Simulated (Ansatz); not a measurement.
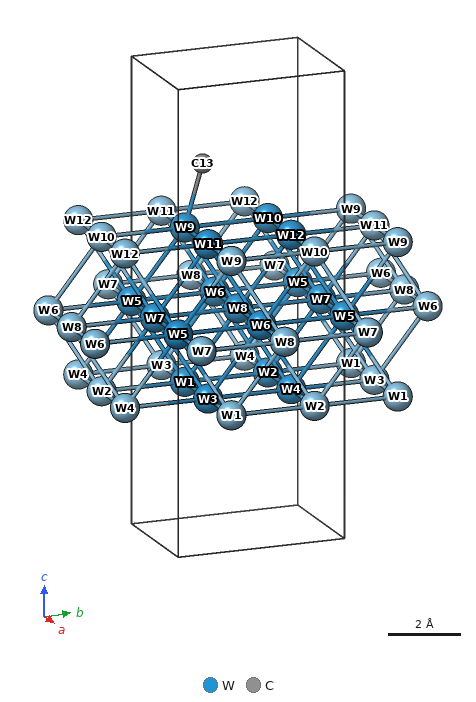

**Figure 1.** The structure as given in the input (ball-and-stick view of the cell of the calculation, with the vacuum cut short, seen slightly off an axis; neighbours outside the cell are drawn fainter; atoms are numbered from 1 in the order of the input). An atom can appear more than once, as a periodic image.

**Run report: W$_{12}$C, geometry relaxation (part 1 of 2)**

The run: geometry relaxation of W$_{12}$C (slab, 13 atoms in the cell). Method and program: DFT PBE, scalar-relativistic, plane waves, PAW, PAW set soft_1, no spin polarisation (Ansatz 0.2.0).

The structure derives from an entry of the Crystallography Open Database. The input holds or restrains some coordinates. Forces given for the steps count only the free coordinates. Figures and captions count atoms from 1; the log counts them from 0 in places.

Input:
```yaml
crystal:
  lattice:
    - [5.5143287196, 0.0, 0.0]
    - [-1.8381095732, 5.1989589751, 0.0]
    - [0.0, 0.0, 19.8562160745]
  atoms:
    - { symbol: W, position: [0.25, 0.25, 0.201448251] }
    - { symbol: W, position: [0.25, 0.75, 0.201448251] }
    - { symbol: W, position: [0.75, 0.25, 0.201448251] }
    - { symbol: W, position: [0.75, 0.75, 0.201448251] }
    - { symbol: W, position: [0.0, 0.0, 0.3111437104] }
    - { symbol: W, position: [0.0, 0.5, 0.3111437104] }
    - { symbol: W, position: [0.5, 0.0, 0.3111437104] }
    - { symbol: W, position: [0.5, 0.5, 0.3111437104] }
    - { symbol: W, position: [0.25, 0.25, 0.4208362783] }
    - { symbol: W, position: [0.25, 0.75, 0.4208362783] }
    - { symbol: W, position: [0.75, 0.25, 0.4208362783] }
    - { symbol: W, position: [0.75, 0.75, 0.4208362783] }
    - { symbol: C, position: [0.3333333333, 0.3333333333, 0.5135024738] }
basis:
  ecutwfc: 420
kpoints:
  mp_grid: { grid: [5, 5, 1] }
hamiltonian:
  xc: pbe
  pseudopotentials: { kind: paw, azcp: { folder: soft_1 } }
scf:
  occupations: { method: gaussian, width: 0.1 }
output:
  forces: true
  eigenvalues: true
relax:
  adjacent_minimum: "off"
  f_tol: 0.025
  max_steps: 16
  constraints:
    - { sites: [0, 1, 2, 3, 4, 5, 6, 7, 8, 9, 10, 11] }
    - { sites: [12], fix: xy }
efield:
  axis: 3
  dipole_correction: true
  ramp_width: 0.04
```

Machine: 4 threads of Arm Neoverse N1, 98 GiB of memory available, shared host.

Launched with:
```bash
ansatz run input.yaml --threads 4 --pin off --max-ram 12288MiB --backend cpu --events-out ev --progress --plain --runs-dir out
```

What the program printed:
```
Engine: ansatz 0.2.0, aarch64-unknown-linux-gnu
Pseudopotentials: kind: paw
Pseudopotential: W, paw, valence charge 14, recommended cutoff 420 eV (normal), [file]
Pseudopotential: C, paw, valence charge 4, recommended cutoff 420 eV (normal), [file]
Functional definition: PBE
  parameter kappa = 0.804
  parameter beta = 0.06672455060314922
  exchange = pbe_x(kappa = kappa, mu = beta*pi^2/3)
  correlation = pbe_c(beta = beta)
Crystal: 13 atoms, lattice volume = 569.253 Å³
Basis set: ecut = 420 eV, 11115 PW (Γ), exchange–correlation on 80×80×270 points (8 copies of the dense FFT grid, shifted against one another)
Bands: 104, of which v1, the nominal top of the filled ones, is band 86 counted from 1 (85 counted from 0)
Symmetry: 2 space group operations
Space group: Cm (ITA 8), of the structure as read, at distance tolerance 8.3e-5 Å
k-points: 9 of 25 (time reversal used)
Non-local potential: W, projectors of the file, l = 0: 3, l = 1: 2, l = 2: 2, l = 3: 1
Non-local potential: C, projectors of the file, l = 0: 2, l = 1: 2, l = 2: 1
PAW form: soft (Blöchl's): semilocal exchange-correlation on the pseudo side does not see the compensation charge
PAW one-centre angular grid: W, 590 points (default); XC on 64 Gauss nodes
PAW one-centre angular grid: C, 110 points (default); XC on 64 Gauss nodes
Initial density: superposition of atomic densities (neutral atoms: chi_scale 0, normalization atom)
Initial wavefunctions: pseudopotential atomic-orbital guess
Functional: x = pbe(κ = 0.804, μ = 0.2195149727645171), c = pbe(β = 0.06672455060314922)
SCF iter   1: F=—  HF=-124873.311346 eV  |F-HF|=—  |Δ(HF+E_count)|=         —  Δρ=4.66e-2  dr2=3.56e1  ethr=3.10e-3  p=-0.000 e·Å  D=-8.34e-8 V/Å  ΔV_dip=0.00 eV  dr2_dipole=3.38e0  V_vac-E_F(+/−)=7.07/7.07 eV  ⟨swp⟩=9.3  Hψ=4690  notcnv=0
efield: sawtooth ramp at fractional position 0.8375 (placed from the atoms, in the widest stretch of the axis that holds none; the zero of the levels goes with the place), width 0.0400; the density the first Hamiltonian is built on has a dipole p = -0.000 e·Å; the dipole correction subtracts the counter field D = -8.34e-8 V/Å, which shifts the + side's vacuum level by +0.00 eV against the − side's; the planar-averaged density in the ramp window peaks in size at 3.2e-7 e/Å³
preconditioner: auto → LDOS  [metal: Δε(μ)=0.010 eV  Ē_g=4.962 eV  σ=0.100 eV  W_gap=0.06  n_scr=94 (ndim 8)  ℏωp=13.6 eV  f_vac=0.545  D(μ)=13.74/eV (n_scr^D=84)  β→1.0]
SCF iter   2: F=—  HF=-124868.711362 eV  |F-HF|=—  |Δ(HF+E_count)|=    4.60e0  Δρ=3.50e-2  dr2=1.78e1  ethr=3.10e-3  p=-0.162 e·Å  D=-5.14e-2 V/Å  ΔV_dip=1.02 eV  dr2_dipole=4.20e0  V_vac-E_F(+/−)=6.20/5.18 eV  ⟨swp⟩=4.0  Hψ=2203  notcnv=0  defer=83
SCF iter   3: F=—  HF=-124867.248104 eV  |F-HF|=—  |Δ(HF+E_count)|=    1.46e0  Δρ=6.33e-3  dr2=4.27e-1  ethr=3.10e-3  p=-0.126 e·Å  D=-4.02e-2 V/Å  ΔV_dip=0.80 eV  dr2_dipole=1.47e-2  V_vac-E_F(+/−)=6.20/5.40 eV  ⟨swp⟩=3.6  Hψ=1978  notcnv=0  defer=83
SCF iter   4: F=—  HF=-124867.229866 eV  |F-HF|=—  |Δ(HF+E_count)|=   1.82e-2  Δρ=2.26e-3  dr2=7.25e-2  ethr=2.48e-4  p=-0.157 e·Å  D=-4.98e-2 V/Å  ΔV_dip=0.99 eV  dr2_dipole=3.21e-3  V_vac-E_F(+/−)=6.07/5.08 eV  ⟨swp⟩=2.4  Hψ=1497  notcnv=0  defer=85
SCF iter   5: F=—  HF=-124867.223490 eV  |F-HF|=—  |Δ(HF+E_count)|=   6.38e-3  Δρ=8.83e-4  dr2=1.16e-2  ethr=4.21e-5  p=-0.172 e·Å  D=-5.48e-2 V/Å  ΔV_dip=1.09 eV  dr2_dipole=1.41e-3  V_vac-E_F(+/−)=6.05/4.96 eV  ⟨swp⟩=2.6  Hψ=1548  notcnv=0  defer=85
SCF iter   6: F=—  HF=-124867.223003 eV  |F-HF|=—  |Δ(HF+E_count)|=   4.87e-4  Δρ=3.28e-4  dr2=2.58e-3  ethr=6.76e-6  p=-0.176 e·Å  D=-5.60e-2 V/Å  ΔV_dip=1.11 eV  dr2_dipole=6.73e-4  V_vac-E_F(+/−)=6.03/4.92 eV  ⟨swp⟩=2.4  Hψ=1388  notcnv=0  defer=85
SCF iter   7: F=—  HF=-124867.223064 eV  |F-HF|=—  |Δ(HF+E_count)|=   6.04e-5  Δρ=1.25e-4  dr2=1.52e-4  ethr=1.50e-6  p=-0.178 e·Å  D=-5.65e-2 V/Å  ΔV_dip=1.12 eV  dr2_dipole=1.76e-5  V_vac-E_F(+/−)=6.01/4.89 eV  ⟨swp⟩=2.0  Hψ=1121  notcnv=0  defer=85
SCF iter   8: F=-124867.223105 eV  HF=-124867.223105 eV  |F-HF|=2.35e-7  |Δ(HF+E_count)|=   4.16e-5  Δρ=3.58e-5  dr2=9.50e-6  ethr=9.08e-9  p=-0.178 e·Å  D=-5.66e-2 V/Å  ΔV_dip=1.12 eV  dr2_dipole=4.31e-7  V_vac-E_F(+/−)=6.01/4.88 eV  ⟨swp⟩=15.7  Hψ=5725  notcnv=0
SCF 1 converged in 8 iterations: F = -124867.223105 eV  dr2 = 9.50e-6
  greatest PAW one-centre occupation: 0.999 electrons in one spin orbital (limit 2), on the W atom at site 8 (counted from 0), in its partial waves of l = 0
relax step   1: F+E_penalty+E_count = -124867.22310535 eV  Δ(F+E_penalty+E_count) = +0.000e0 eV  max|allowed force component| = 1.364e0 eV/Å  Δτ_max = 0.0000 Å  (8 SCF iters, dr2 threshold 1.56e-5 eV, accepted)
Initial density: handed on by an earlier stage of this run
Initial wavefunctions: those handed on with the density
iter 1 solved again at ethr=5.16e-5 eV; its pass at ethr=3.10e-3 eV (dr2=8.88e-2 eV) is discarded
SCF iter   1: F=—  HF=-124867.275966 eV  |F-HF|=—  |Δ(HF+E_count)|=         —  Δρ=2.55e-3  dr2=8.83e-2  ethr=5.16e-5  p=-0.178 e·Å  D=-5.66e-2 V/Å  ΔV_dip=1.12 eV  dr2_dipole=1.32e-2  V_vac-E_F(+/−)=6.02/4.89 eV  ⟨swp⟩=1.9  Hψ=2285  notcnv=0  defer=54
efield: sawtooth ramp at fractional position 0.8375 (handed on by an earlier solve), width 0.0400; the density the first Hamiltonian is built on has a dipole p = -0.178 e·Å; the dipole correction subtracts the counter field D = -5.66e-2 V/Å, which shifts the + side's vacuum level by +1.12 eV against the − side's; the planar-averaged density in the ramp window peaks in size at 4.0e-6 e/Å³
preconditioner: auto → LDOS  [metal: Δε(μ)=0.047 eV  Ē_g=4.559 eV  σ=0.100 eV  W_gap=0.26  n_scr=94 (ndim 8)  ℏωp=13.6 eV  f_vac=0.555  D(μ)=11.10/eV (n_scr^D=60)  β→1.0]
SCF iter   2: F=—  HF=-124867.270668 eV  |F-HF|=—  |Δ(HF+E_count)|=   5.30e-3  Δρ=1.65e-3  dr2=4.95e-2  ethr=5.13e-5  p=-0.175 e·Å  D=-5.56e-2 V/Å  ΔV_dip=1.10 eV  dr2_dipole=8.11e-3  V_vac-E_F(+/−)=5.99/4.88 eV  ⟨swp⟩=2.9  Hψ=1397  notcnv=0  defer=54
SCF iter   3: F=—  HF=-124867.266818 eV  |F-HF|=—  |Δ(HF+E_count)|=   3.85e-3  Δρ=4.13e-4  dr2=2.80e-3  ethr=2.88e-5  p=-0.172 e·Å  D=-5.45e-2 V/Å  ΔV_dip=1.08 eV  dr2_dipole=4.45e-4  V_vac-E_F(+/−)=5.97/4.89 eV  ⟨swp⟩=2.2  Hψ=1280  notcnv=0  defer=54
SCF iter   4: F=—  HF=-124867.266508 eV  |F-HF|=—  |Δ(HF+E_count)|=   3.10e-4  Δρ=8.45e-5  dr2=9.79e-5  ethr=1.63e-6  p=-0.171 e·Å  D=-5.44e-2 V/Å  ΔV_dip=1.08 eV  dr2_dipole=1.35e-6  V_vac-E_F(+/−)=5.97/4.89 eV  ⟨swp⟩=3.0  Hψ=1565  notcnv=0  defer=54
SCF iter   5: F=-124867.266511 eV  HF=-124867.266509 eV  |F-HF|=1.74e-6  |Δ(HF+E_count)|=   1.46e-6  Δρ=2.25e-5  dr2=5.56e-6  ethr=5.69e-8  p=-0.171 e·Å  D=-5.42e-2 V/Å  ΔV_dip=1.08 eV  dr2_dipole=3.06e-8  V_vac-E_F(+/−)=5.96/4.89 eV  ⟨swp⟩=13.2  Hψ=4348  notcnv=0
SCF 2 converged in 5 iterations: F = -124867.266511 eV  dr2 = 5.56e-6
relax step   2: F+E_penalty+E_count = -124867.26651111 eV  Δ(F+E_penalty+E_count) = -4.341e-2 eV  max|allowed force component| = 2.820e-1 eV/Å  Δτ_max = 0.0515 Å  (5 SCF iters, dr2 threshold 1.00e-4 eV, accepted)
SCF iter   1: F=—  HF=-124867.268428 eV  |F-HF|=—  |Δ(HF+E_count)|=         —  Δρ=5.94e-4  dr2=4.65e-3  ethr=2.93e-5  p=-0.171 e·Å  D=-5.42e-2 V/Å  ΔV_dip=1.08 eV  dr2_dipole=6.15e-4  V_vac-E_F(+/−)=5.96/4.89 eV  ⟨swp⟩=2.0  Hψ=1451  notcnv=0  defer=2
efield: sawtooth ramp at fractional position 0.8375 (handed on by an earlier solve), width 0.0400; the density the first Hamiltonian is built on has a dipole p = -0.171 e·Å; the dipole correction subtracts the counter field D = -5.42e-2 V/Å, which shifts the + side's vacuum level by +1.08 eV against the − side's; the planar-averaged density in the ramp window peaks in size at 4.0e-6 e/Å³
preconditioner: auto → LDOS  [metal: Δε(μ)=0.050 eV  Ē_g=4.557 eV  σ=0.100 eV  W_gap=0.28  n_scr=94 (ndim 8)  ℏωp=13.6 eV  f_vac=0.555  D(μ)=11.01/eV (n_scr^D=60)  β→1.0]
SCF iter   2: F=—  HF=-124867.268380 eV  |F-HF|=—  |Δ(HF+E_count)|=   4.72e-5  Δρ=3.76e-4  dr2=2.27e-3  ethr=2.71e-6  p=-0.169 e·Å  D=-5.37e-2 V/Å  ΔV_dip=1.07 eV  dr2_dipole=2.88e-4  V_vac-E_F(+/−)=5.95/4.89 eV  ⟨swp⟩=2.7  Hψ=1449  notcnv=0  defer=2
SCF iter   3: F=—  HF=-124867.268201 eV  |F-HF|=—  |Δ(HF+E_count)|=   1.79e-4  Δρ=9.59e-5  dr2=1.40e-4  ethr=1.32e-6  p=-0.169 e·Å  D=-5.36e-2 V/Å  ΔV_dip=1.06 eV  dr2_dipole=1.68e-5  V_vac-E_F(+/−)=5.95/4.89 eV  ⟨swp⟩=2.9  Hψ=1323  notcnv=0  defer=2
SCF iter   4: F=—  HF=-124867.268184 eV  |F-HF|=—  |Δ(HF+E_count)|=   1.72e-5  Δρ=2.13e-5  dr2=6.76e-6  ethr=8.15e-8  p=-0.168 e·Å  D=-5.35e-2 V/Å  ΔV_dip=1.06 eV  dr2_dipole=1.54e-8  V_vac-E_F(+/−)=5.95/4.89 eV  ⟨swp⟩=3.0  Hψ=1511  notcnv=0  defer=2
SCF iter   5: F=-124867.268186 eV  HF=-124867.268186 eV  |F-HF|=2.47e-7  |Δ(HF+E_count)|=   1.58e-6  Δρ=6.70e-6  dr2=5.25e-7  ethr=2.89e-9  p=-0.168 e·Å  D=-5.34e-2 V/Å  ΔV_dip=1.06 eV  dr2_dipole=4.38e-13  V_vac-E_F(+/−)=5.95/4.89 eV  ⟨swp⟩=11.4  Hψ=4050  notcnv=0
SCF 3 converged in 5 iterations: F = -124867.268186 eV  dr2 = 5.25e-7
relax step   3: F+E_penalty+E_count = -124867.26818587 eV  Δ(F+E_penalty+E_count) = -1.675e-3 eV  max|allowed force component| = 1.374e-2 eV/Å  Δτ_max = 0.0123 Å  (5 SCF iters, dr2 threshold 4.97e-6 eV, accepted)
iter 1 solved again at ethr=3.05e-10 eV; its pass at ethr=3.10e-3 eV (dr2=5.24e-7 eV) is discarded
SCF iter   1: F=—  HF=-124867.268174 eV  |F-HF|=—  |Δ(HF+E_count)|=         —  Δρ=6.69e-6  dr2=5.26e-7  ethr=3.05e-10  p=-0.168 e·Å  D=-5.34e-2 V/Å  ΔV_dip=1.06 eV  dr2_dipole=5.24e-13  V_vac-E_F(+/−)=5.95/4.89 eV  ⟨swp⟩=1.2  Hψ=2234  notcnv=0
efield: sawtooth ramp at fractional position 0.8375 (handed on by an earlier solve), width 0.0400; the density the first Hamiltonian is built on has a dipole p = -0.168 e·Å; the dipole correction subtracts the counter field D = -5.34e-2 V/Å, which shifts the + side's vacuum level by +1.06 eV against the − side's; the planar-averaged density in the ramp window peaks in size at 4.0e-6 e/Å³
preconditioner: auto → LDOS  [metal: Δε(μ)=0.050 eV  Ē_g=4.555 eV  σ=0.100 eV  W_gap=0.28  n_scr=94 (ndim 8)  ℏωp=13.6 eV  f_vac=0.555  D(μ)=11.00/eV (n_scr^D=60)  β→1.0]
SCF iter   2: F=—  HF=-124867.268186 eV  |F-HF|=—  |Δ(HF+E_count)|=   1.26e-5  Δρ=5.45e-6  dr2=4.64e-7  ethr=3.05e-10  p=-0.168 e·Å  D=-5.34e-2 V/Å  ΔV_dip=1.06 eV  dr2_dipole=5.24e-8  V_vac-E_F(+/−)=5.95/4.89 eV  ⟨swp⟩=2.1  Hψ=1249  notcnv=0
SCF iter   3: F=-124867.268186 eV  HF=-124867.268186 eV  |F-HF|=3.55e-8  |Δ(HF+E_count)|=   6.99e-8  Δρ=1.46e-6  dr2=2.54e-8  ethr=5.81e-11  p=-0.168 e·Å  D=-5.34e-2 V/Å  ΔV_dip=1.06 eV  dr2_dipole=4.38e-10  V_vac-E_F(+/−)=5.95/4.89 eV  ⟨swp⟩=4.7  Hψ=3863  notcnv=0
SCF 4 converged in 3 iterations: F = -124867.268186 eV  dr2 = 2.54e-8
relax step   4: F+E_penalty+E_count = -124867.26818618 eV  Δ(F+E_penalty+E_count) = -3.109e-7 eV  max|allowed force component| = 1.339e-2 eV/Å  Δτ_max = 0.0000 Å  (3 SCF iters, accepted)
```

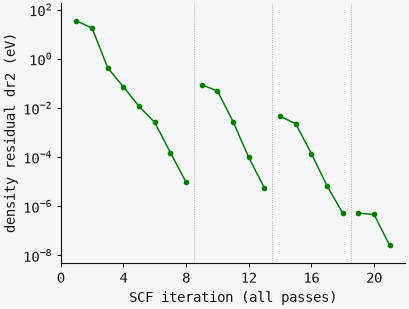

**Figure 2.** Convergence of the self-consistent field: density residual dr2 against the SCF iteration. The dotted lines part the SCF passes of the relaxation: geometry steps, rejected trials and re-solves on a re-selected basis. The passes take 8, 5, 5 and 3 iterations.

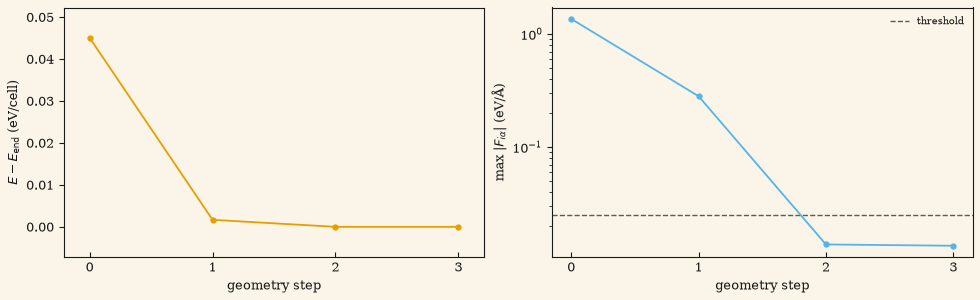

**Figure 3.** Progress of the restrained relaxation, step by step (the first geometry is step 0 here and step 1 in the log).

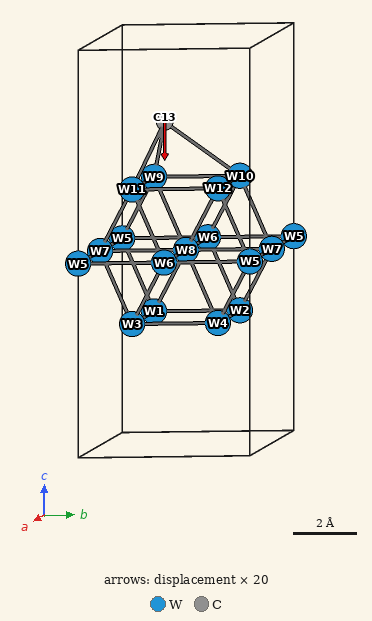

**Figure 4.** The starting structure with the displacements as red arrows, magnified 20 times (ball-and-stick view of the cell of the calculation, with the vacuum cut short, seen slightly off an axis). The largest move is that of C13, 0.064 Å. W stays in place. The cell doesn't change. Among the contacts that change: W9–C13 1.915 → 1.854 Å, W10–C13 3.095 → 3.058 Å. After 3 geometry steps the energy has fallen by 45.1 meV per cell of the calculation. Largest force component: 1.4 eV/Å at the start, 0.013 eV/Å at the end. (Atoms are counted from 1 in the order of the input.)

```
SCF converged after 3 iterations
Free energy (F): -124867.268186 eV
Harris-Foulkes:  -124867.268186 eV  (|F-HF|=3.55e-8)
Internal energy: -124867.213163 eV  (E = F + TS)
E sigma→0 (E₀):  -124867.240675 eV
Entropy (-TS):   -0.055023 eV (-4.233 meV/atom)
Fermi energy:    4.117864 eV
Dipole field:    D = -0.053400 V/Å  (p = -0.167991 e·Å, saw-weighted, corrected)
Work function:   Φ+ = 5.9484 eV   Φ− = 4.8881 eV
Levels:          The Fermi level and band energies are counted from a zero that moves with the ramp; work functions are not
--- Per-component energies (eV) ---
  E_band       = -4037.655727
  E_kinetic    = 5117.412284
  E_local      = -144979.427939  (includes V_loc(G=0)·N_el)
  E_nonlocal   = -274.224156
  E_hartree    = 70436.007645
  E_xc         = -3241.367976
  E_vxc        = -2809.650313  (∫ρ·V_xc dr)
  E_paw        = -103032.844893  (= ΣΔE_a)
  E_vpaw       = -1956.152271  (= ΣTr[D̂ρ^β])
  E_aug_tail   = 0.001790  (compensation charges beyond the density's cutoff)
  E_efield     = 0.004485  (sawtooth field / dipole correction)
  E_vefield    = -7.596342  (∫n·V_field dr)
  E_ewald      = 51107.225596
  E_smearing   = -0.055023  (= −TS)
  E_closure    = 0.000000  (closes the sum)
  Σ components = -124867.268186   (vs F -124867.268186, Δ=0.00e0)
```
